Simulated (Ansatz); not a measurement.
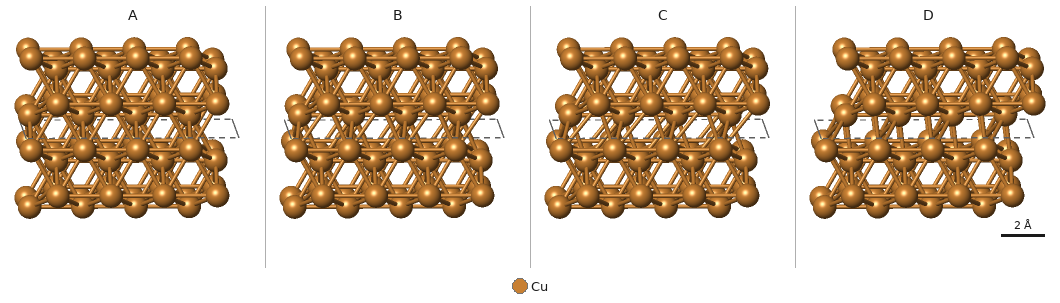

A scan of a crystal of Cu (P6_3/mmc) along one coordinate. The picture is a ball-and-stick view of the layers on both sides of the dashed plane, seen from the side, nearly along that plane.

The calculation used Ansatz 0.2.0, DFT PBEsol, scalar-relativistic, plane waves, PAW. Set-up: plane-wave cutoff 420 eV; k-point mesh 23 × 14 × 7; occupations gaussian; smearing width 0.15 eV; no spin polarisation. Energies (free energies at the smearing named) are counted from the relaxed crystal.

### What is being scanned?

The crystal above a cut along the (1 0 0) plane of the conventional cell (between a plane of Cu below and one of Cu above, 1.45 Å apart) is slid rigidly by fractions of an in-plane lattice vector 2.52 Å long (a generalised stacking fault). In the frames the slip is 0.00 (A), 0.10 (B), 0.20 (C), 0.40 (D). One cut stands in each cell, which starts 8.7 Å high; nothing is relaxed, and the dashed outline marks the cut. Their energies are 0 mJ/m², 80 mJ/m², 294 mJ/m², 807 mJ/m².
